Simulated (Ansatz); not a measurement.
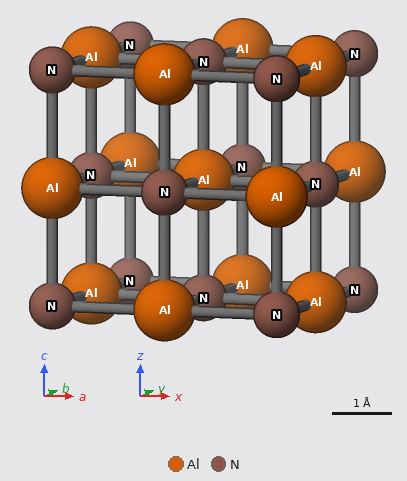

A scan of crystalline AlN (Fm-3m): the cell is strained equally along x and y and separately along z, with the atoms kept at their fractional coordinates. x, y and z are the Cartesian axes of the input. The picture shows the reference cell. The picture is a ball-and-stick view of the conventional cell (4 times the calculation's cell), seen slightly off an axis. Lengths and directions refer to the drawn axes.

All numbers below come from DFT PBE, scalar-relativistic, plane waves, PAW in Ansatz 0.2.0. Settings: plane-wave cutoff 420 eV; k-point mesh 10 × 10 × 10; occupations gaussian; smearing width 0.05 eV; no spin polarisation. Energies (free energies at the smearing named) are counted from the cell as listed in its source, which wasn't relaxed.

```
Al N
1.0
     0.00000    2.03452    2.03452
     2.03452    0.00000    2.03452
     2.03452    2.03452    0.00000
Al N
1 1
Direct
  0.50000 0.50000 0.50000
  0.00000 0.00000 0.00000
```

### Predict the energy profile on a grid with rows −0.030, −0.015, 0.000, 0.015, 0.030 and columns −0.030, −0.015, 0.000, 0.015, 0.030 (strain along x and y; strain along z).

Rows: strain along x and y; columns: strain along z; values in meV/atom.

```csv
,−0.030,−0.015,0.000,0.015,0.030
−0.030,60.3,43.1,32.1,26.4,25.2
−0.015,27.9,14.8,7.8,6.1,8.7
0.000,11.8,2.9,0.0,2.1,8.5
0.015,9.9,5.1,6.2,12.2,22.3
0.030,19.9,19.2,24.3,34.1,47.9
```

In pairs of (strain along x and y; strain along z): the lowest computed point lies at (0.000, 0.000) (0.0 meV/atom), the highest at (−0.030, −0.030) (60.3 meV/atom). The valley is tilted: raising the in-plane strain is made harder by raising the strain along z (cross term 0.47 of the geometric mean of the two curvatures). Over the ranges scanned the energy rises more along the first axis, the in-plane strain. The pressure runs from −18.5 GPa at (0.030, 0.030) to 28.0 GPa at (−0.030, −0.030).

As a map, interpolated between the computed points (dots):

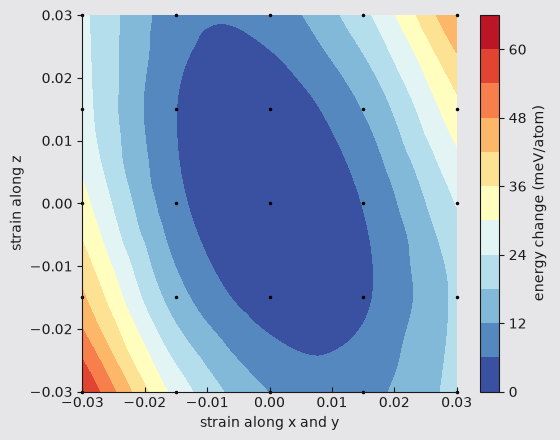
